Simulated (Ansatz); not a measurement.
**Band-structure calculation of ZnO**

ZnO (4 atoms in the cell), computed with DFT, r2SCAN+rVV10, plane waves, PAW, no spin polarisation (Ansatz 0.2.0).

The structure was built on a prototype by a generator. The geometry comes from this level: r2scan-rvv10. Figures and captions count atoms from 1; the log counts them from 0 in places.

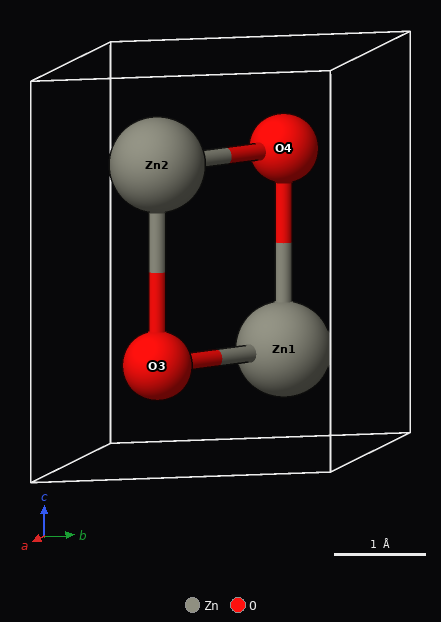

*The structure as given in the input (ball-and-stick view of the cell of the calculation, seen slightly off an axis; atoms are numbered from 1 in the order of the input). An atom can appear more than once, as a periodic image.*

Near neighbours in the periodic cell (some may lie outside the picture): Zn has 5 O at 1.97 to 2.23 Å; O has 5 Zn at 1.97 to 2.23 Å.

### Input file
```yaml
crystal:
  lattice:
    - [3.4107585275, 0.0, 0.0]
    - [-1.7053792637, 2.953803531, 0.0]
    - [0.0, 0.0, 4.4502209796]
  atoms:
    - { symbol: Zn, position: [0.3333333333, 0.6666666667, 0.25] }
    - { symbol: Zn, position: [0.6666666667, 0.3333333333, 0.75] }
    - { symbol: O, position: [0.6666666667, 0.3333333333, 0.25] }
    - { symbol: O, position: [0.3333333333, 0.6666666667, 0.75] }
kpoints:
  mp_grid: { grid: [12, 12, 6] }
  band_path:
    path:
      - [0.0, 0.0, 0.0]
      - [0.5, 0.0, 0.0]
      - [0.3333333333, 0.3333333333, 0.0]
      - [0.0, 0.0, 0.5]
      - [0.5, 0.0, 0.5]
      - [0.3333333333, 0.3333333333, 0.5]
    npoints: 1
hamiltonian:
  xc: r2scan
  dispersion: rvv10
scf:
  occupations: { method: fermi_dirac, width: 0.03 }
  n_extra_bands: 5
output:
  forces: true
  stress: true
  eigenvalues: true
```

Run on 2 threads of Arm Neoverse V2, 24 GiB of memory available, shared host.

Run as:
```bash
ansatz run input.yaml --threads 2 --pin off --max-ram 2211MiB --backend cpu --events-out ev --progress --plain --runs-dir out
```

### Log
```
scf.n_extra_bands = 5 over 18 filled bands (N_el = 36.0): the run solves 23 bands
Engine: ansatz 0.2.0, aarch64-unknown-linux-gnu
Pseudopotentials: kind: paw
Pseudopotential: Zn, paw, valence charge 12, recommended cutoff 500 eV (meta_gga), Zn.paw.azcp
Pseudopotential: O, paw, valence charge 6, recommended cutoff 500 eV (meta_gga), O.paw.azcp
Functional definition: r2SCAN+rVV10
  parameter k0 = 0.174
  parameter k1 = 0.065
  parameter a1 = 4.9479
  exchange = r2scan_x(k0 = k0, k1 = k1, a1 = a1)
  correlation = r2scan_c + rvv10(11.95, 0.0093)
Crystal: 4 atoms, lattice volume = 44.835 Å³
Basis set: ecut = 500 eV, 1169 PW (Γ), exchange–correlation on 120×120×160 points (64 copies of the dense FFT grid, shifted against one another)
Bands: 23, of which v1, the nominal top of the filled ones, is band 18 counted from 1 (17 counted from 0)
Symmetry: 24 space group operations
Space group: P63/mmc (ITA 194), of the structure as read, at distance tolerance 3.6e-5 Å
k-points: 76 of 864
Non-local potential: Zn, projectors of the file, l = 0: 2, l = 1: 2, l = 2: 3, l = 3: 1
Non-local potential: O, projectors of the file, l = 0: 2, l = 1: 2, l = 2: 1
PAW form: soft (Blöchl's): semilocal exchange-correlation on the pseudo side does not see the compensation charge
rVV10 density: all electrons in the spheres
PAW frozen core: Zn, regenerated for the run's functional (the file was generated under x = pbe(κ = 0.804, μ = 0.2195149727645171), c = pbe(β = 0.06672455060314922))
PAW frozen core: O, regenerated for the run's functional (the file was generated under x = pbe(κ = 0.804, μ = 0.2195149727645171), c = pbe(β = 0.06672455060314922))
PAW one-centre angular grid: Zn, 590 points (default); XC on 261 of its mesh's 2673 points in the sphere
PAW one-centre angular grid: O, 302 points (default); XC on 160 Gauss nodes
Initial density: superposition of atomic densities (neutral atoms: chi_scale 0, normalization atom), corrected by the library's trained network
Initial wavefunctions: pseudopotential atomic-orbital guess
Functional: x = r2scan, c = r2scan + rvv10(b = 11.95, C = 0.0093); τ floored in thin density (d = 2e-4 eV/Å³)
SCF iter   1: F=—  HF=-7786.826368 eV  |F-HF|=—  |Δ(HF+E_count)|=         —  Δρ=2.05e-2  dr2=8.69e-2  dr2_τ=9.41e-2  ethr=1.77e-3  ⟨swp⟩=6.0  Hψ=7915  notcnv=0
preconditioner: auto → Resta (q_TF=auto, 2.630 Å⁻¹)  ε∞=6.2  [insulator: Δε(μ)=1.533 eV  Ē_g=14.654 eV  σ=0.030 eV  W_gap=1.00  n_scr=20 (ndim 8)  ℏωp=33.3 eV  f_vac=0.056  D(μ)=0.00/eV (n_scr^D=0)  ε∞_Penn≈6.2]
SCF iter   2: F=—  HF=-7786.854851 eV  |F-HF|=—  |Δ(HF+E_count)|=   2.85e-2  Δρ=5.21e-3  dr2=9.50e-3  dr2_τ=6.52e-4  ethr=2.42e-4  ⟨swp⟩=2.4  Hψ=3915  notcnv=0  defer=75
SCF iter   3: F=—  HF=-7786.852130 eV  |F-HF|=—  |Δ(HF+E_count)|=   2.72e-3  Δρ=4.86e-3  dr2=5.09e-3  dr2_τ=2.11e-4  ethr=2.64e-5  ⟨swp⟩=2.0  Hψ=3174  notcnv=0  defer=75
SCF iter   4: F=—  HF=-7786.850996 eV  |F-HF|=—  |Δ(HF+E_count)|=   1.13e-3  Δρ=5.17e-4  dr2=6.85e-5  dr2_τ=1.60e-5  ethr=1.41e-5  ⟨swp⟩=2.7  Hψ=2914  notcnv=0  defer=75
SCF iter   5: F=—  HF=-7786.851078 eV  |F-HF|=—  |Δ(HF+E_count)|=   8.21e-5  Δρ=2.37e-4  dr2=1.57e-5  dr2_τ=1.16e-6  ethr=1.90e-7  ⟨swp⟩=2.0  Hψ=2820  notcnv=0  defer=75
SCF iter   6: F=—  HF=-7786.851090 eV  |F-HF|=—  |Δ(HF+E_count)|=   1.15e-5  Δρ=4.13e-5  dr2=3.92e-7  dr2_τ=5.15e-8  ethr=4.36e-8  ⟨swp⟩=2.0  Hψ=2802  notcnv=0  defer=75
SCF iter   7: F=—  HF=-7786.851090 eV  |F-HF|=—  |Δ(HF+E_count)|=   5.48e-7  Δρ=1.49e-5  dr2=1.18e-7  dr2_τ=4.42e-9  ethr=2.78e-10  ⟨swp⟩=8.9  Hψ=8778  notcnv=0
SCF iter   8: F=-7786.851090 eV  HF=-7786.851090 eV  |F-HF|=2.07e-8  |Δ(HF+E_count)|=   1.32e-8  Δρ=8.12e-6  dr2=2.91e-8  dr2_τ=1.54e-9  ethr=2.78e-10  ⟨swp⟩=4.4  Hψ=6482  notcnv=0
SCF 1 converged in 8 iterations: F = -7786.851090 eV  dr2 = 2.91e-8
  greatest PAW one-centre occupation: 0.991 electrons in one spin orbital (limit 2), on the Zn atom at site 1 (counted from 0), in its partial waves of l = 2
```

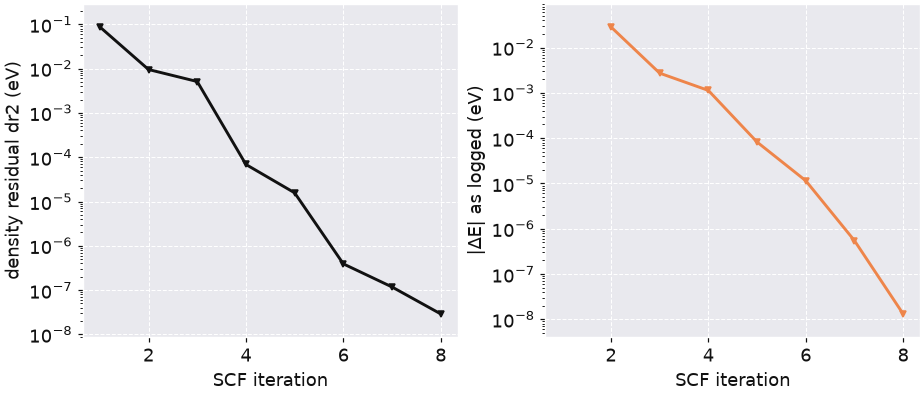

*Convergence of the self-consistent field: density residual dr2 and size of the energy change against the SCF iteration.*

The residual falls at every step.

```
NSCF: frozen V_eff on 6 k-points
SCF converged after 8 iterations
Free energy (F): -7786.851090 eV
Harris-Foulkes:  -7786.851090 eV  (|F-HF|=2.07e-8)
Internal energy: -7786.851090 eV  (E = F + TS)
E sigma→0 (E₀):  -7786.851090 eV
Fermi energy:    8.327011 eV
--- Per-component energies (eV) ---
  E_band       = 74.133282
  E_kinetic    = 613.737407
  E_local      = -3904.763519  (includes V_loc(G=0)·N_el)
  E_nonlocal   = 1343.678580
  E_hartree    = 1614.822131
  E_xc         = -390.229421
  E_vxc        = -315.087335  (∫ρ·V_xc dr)
  E_paw        = -4030.461646  (= ΣΔE_a)
  E_vpaw       = -912.078028  (= ΣTr[D̂ρ^β])
  E_aug_tail   = 0.001504  (compensation charges beyond the density's cutoff)
  E_vtau       = 18.997257  (kinetic-family band-sum trace: ∫τ·v_τ [+ j·A + Jᵃ·Aᵃ] dr)
  E_ewald      = -3033.207007
  E_core_change = -0.429119  (= ΣΔE_core)
  E_smearing   = -0.000000  (= −TS)
  E_closure    = 0.000000  (closes the sum)
  Σ components = -7786.851090   (vs F -7786.851090, Δ=0.00e0)
--- Forces (eV/Å), atoms counted from 1 ---
  atom   1  Zn    -0.00000000    -0.00000000     0.00000000
  atom   2  Zn     0.00000000     0.00000000    -0.00000000
  atom   3  O     -0.00000000    -0.00000000    -0.00000000
  atom   4  O      0.00000000     0.00000000     0.00000000
  max |Σ_I F_I| component: 6.94e-17 eV/Å
--- Stress (GPa, compression-positive) ---
        0.011664      -0.000000       0.000000
       -0.000000       0.011664       0.000000
        0.000000       0.000000      -0.000852
  P = ⅓ Tr σ = 0.0075 GPa (0.075 kbar)
--- Band table (eV; the first three rows and the last of 76) ---
  k-point 0: bands = ["-11.6159", "-10.4232", "1.6434", "1.6434", "1.7686", "1.7686", "2.4280", "2.9181", "2.9181", "3.0576", "3.3193", "3.3193", "3.7151", "6.5419", "6.7625", "6.7625", "7.5261", "7.5261", "9.0084", "13.2345", "18.2945", "19.7931", "19.7931"]
  k-point 1: bands = ["-11.5351", "-10.4997", "1.6298", "1.6298", "1.7321", "1.7321", "2.1335", "2.8490", "2.9717", "2.9717", "3.3132", "3.3132", "4.1539", "6.2063", "6.8296", "6.8296", "7.4935", "7.4935", "9.7276", "13.3084", "18.2559", "19.7308", "19.7308"]
  k-point 2: bands = ["-11.3139", "-10.7133", "1.6077", "1.6077", "1.6610", "1.6610", "1.8651", "2.3734", "3.0906", "3.0906", "3.2819", "3.2819", "4.8221", "5.7496", "7.0031", "7.0031", "7.3894", "7.3894", "11.1125", "13.2129", "18.6033", "19.7003", "19.7003"]
  k-point 75: bands = ["-10.6034", "-10.6034", "1.3510", "1.3510", "2.2005", "2.2005", "2.4195", "2.4195", "2.9776", "2.9776", "3.5061", "3.5061", "4.0935", "4.0935", "4.3485", "4.3485", "7.5716", "7.5716", "16.4361", "16.4361", "16.6107", "16.6107", "17.5231"]
```

### File bands.tsv
```
# k_distance	band_0	band_1	band_2	band_3	band_4	band_5	band_6	band_7	band_8	band_9	band_10	band_11	band_12	band_13	band_14	band_15	band_16	band_17	band_18	band_19	band_20	band_21	band_22
# fermi_ev = 8.327011
# lock_threshold_ev = 1e-6
# [0, 0, 0] at k_distance = 0.000000
# [0.5, 0, 0] at k_distance = 1.063575
# [0.3333333333, 0.3333333333, 0] at k_distance = 1.677631
# [0, 0, 0.5] at k_distance = 3.094179
# [0.5, 0, 0.5] at k_distance = 4.157755
# [0.3333333333, 0.3333333333, 0.5] at k_distance = 4.771810
# levels_relative_to = fermi_ev
# free_energy_ev = -7786.851090
# largest_residual_norms_ev = 9.517e-4 1.078e-3 1.877e-3 2.537e-3 4.330e-4 5.337e-4 1.144e-3 1.886e-3 2.723e-3 6.073e-4 5.577e-4 6.300e-4 4.506e-4 7.064e-4 1.049e-3 1.433e-3 1.241e-3 1.947e-3 8.096e-4 1.157e-3 2.484e-3 1.577e-3 3.655e-3
0.000000	-19.942914	-18.750165	-6.683569	-6.683569	-6.558442	-6.558442	-5.898987	-5.408948	-5.408948	-5.269444	-5.007702	-5.007702	-4.611865	-1.785098	-1.564467	-1.564467	-0.800943	-0.800943	0.681370	4.907491	9.967524	11.466100	11.466100
1.063575	-19.223763	-18.838313	-6.835752	-6.062016	-6.025044	-5.982868	-5.933682	-5.634142	-5.551563	-5.232686	-4.937177	-4.931347	-4.021253	-3.953740	-3.467992	-3.338112	-2.327600	-2.102343	5.861691	6.198855	7.951423	9.356512	11.771151
1.677631	-18.992103	-18.992103	-6.127488	-6.127488	-5.941630	-5.941630	-5.850877	-5.710577	-5.363096	-5.361943	-4.916324	-4.855194	-4.855194	-3.850861	-3.850861	-3.221890	-2.774586	-2.774586	7.493714	7.493714	7.535931	9.801142	12.217766
3.094179	-19.338867	-19.338867	-6.714591	-6.714591	-6.714591	-6.714591	-6.365423	-6.365423	-5.120359	-5.120359	-5.120359	-5.120359	-2.986027	-2.986027	-1.113277	-1.113277	-1.113277	-1.113277	4.106066	4.106066	11.621627	11.621627	11.621627
4.157755	-18.974757	-18.974757	-7.167193	-7.167193	-6.232886	-6.232886	-5.978968	-5.978968	-5.161194	-5.161194	-5.044778	-5.044778	-4.310318	-4.310318	-2.669442	-2.669442	-1.107367	-1.107367	5.935588	5.935588	8.883018	8.883018	11.232926
4.771810	-18.930371	-18.930371	-6.975996	-6.975996	-6.126548	-6.126548	-5.907549	-5.907549	-5.349377	-5.349377	-4.820875	-4.820875	-4.233508	-4.233508	-3.978542	-3.978542	-0.755361	-0.755361	8.109040	8.109040	8.283701	8.283701	9.196083
```

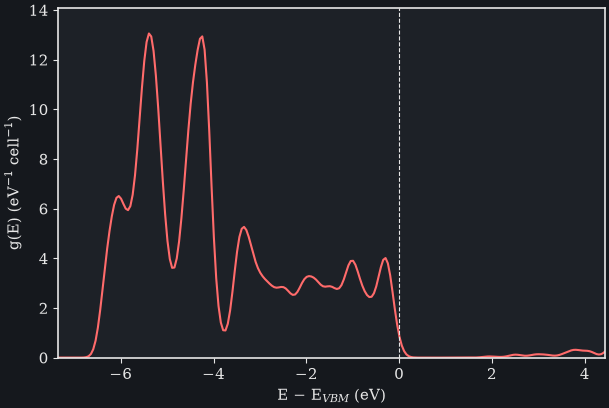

*Density of states (the curve is built from the levels of the k mesh with Gaussians 0.3 eV wide, which also blur the band edges), with energies from the valence-band top.*

There is a gap of 1.44 eV on the k-point mesh. Small ripples come from the finite k-point mesh.

### Results in brief

| quantity | value |
| --- | --- |
| outcome | converged |
| space group (tolerance 0.01 Å) | P6₃/mmc (194) |
| electrons treated | 36 |
| free energy | −7786.8511 eV |
| Fermi energy | 8.327 eV |
| gap on the k-point mesh | 1.44 eV |
| pressure | 0.01 GPa |
| largest force (length of the vector) | under 0.001 eV/Å |
| wall time | 7.5 s (CPU time 15 s) |
| peak memory | 0.54 GiB |
